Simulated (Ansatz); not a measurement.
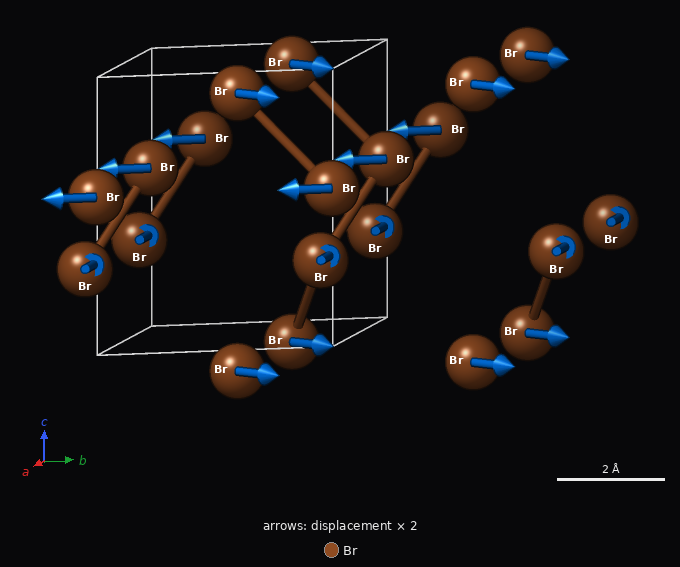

This is a relaxation of crystalline Br (built on the trigonal selenium_152 type) (coarse preliminary run). The starting structure is drawn; blue arrows show the displacements (the part carried along by the change of the cell is left out), magnified 2 times.

Style: ball-and-stick. Shown: the cell of the calculation, repeated 2 × 2 × 1 with one cell outlined, from a free direction.

Case: trigonal selenium type (P3_121, No. 152).

Computed with DFT r2SCAN, scalar-relativistic, plane waves, PAW in Ansatz.

Input
```yaml
crystal:
  lattice:
    - [4.6206975968, 0.0, 0.0]
    - [-2.3103487985, 4.0016415021, 0.0]
    - [0.0, 0.0, 5.2423361008]
  atoms:
    - { symbol: Br, position: [0.2254, 0.0, 0.3333333333] }
    - { symbol: Br, position: [0.0, 0.2254, 0.6666666667] }
    - { symbol: Br, position: [0.7746, 0.7746, 0.0] }
basis:
  ecutwfc: 500
kpoints:
  mp_grid: { grid: [6, 6, 4] }
hamiltonian:
  xc: r2scan
scf:
  occupations: { method: gaussian, width: 0.1 }
  lower_state_search: "off"
output:
  forces: true
  stress: true
  eigenvalues: true
relax:
  adjacent_minimum: "off"
  f_tol: 0.04
  max_steps: 70
  cell: { stress_tol: 0.4 }
```

> What did the optimiser do to the structure, and how much energy did it gain?

Over 13 accepted moves (17 points after the start) the energy falls by 744 meV per atom. Largest force component: 1.6 eV/Å at the start, 0.0049 eV/Å at the end. Pressure: 7.37 GPa at the start and 0.13 GPa at the end. The line search rejected the trial steps at points 11, 15 of the run. At 2 points the geometry stayed and the basis and grid were re-selected for the new cell (energy shift of 11.9 meV per atom at most each time). The largest moves relative to the cell, 0.54 Å, are those of Br1, Br2 and Br3. Br2 goes along −b. The drawn cell changes as follows: a = b 4.621 → 4.110 Å (−11.0 %), c 5.242 → 7.376 Å (+40.7 %); the volume changes by +11.3 %. Among the contacts that change: Br1–Br2 2.512 → 2.548 Å. Bond angles that change, for instance: Br2–Br1–Br3 103.1° → 153.7°. The space group stays P3_121 (No. 152). The run took about 3 core-minutes on a shared host.

Limits of the set-up: an odd number of electrons was run without spin polarisation, which fails if the electron would localise.
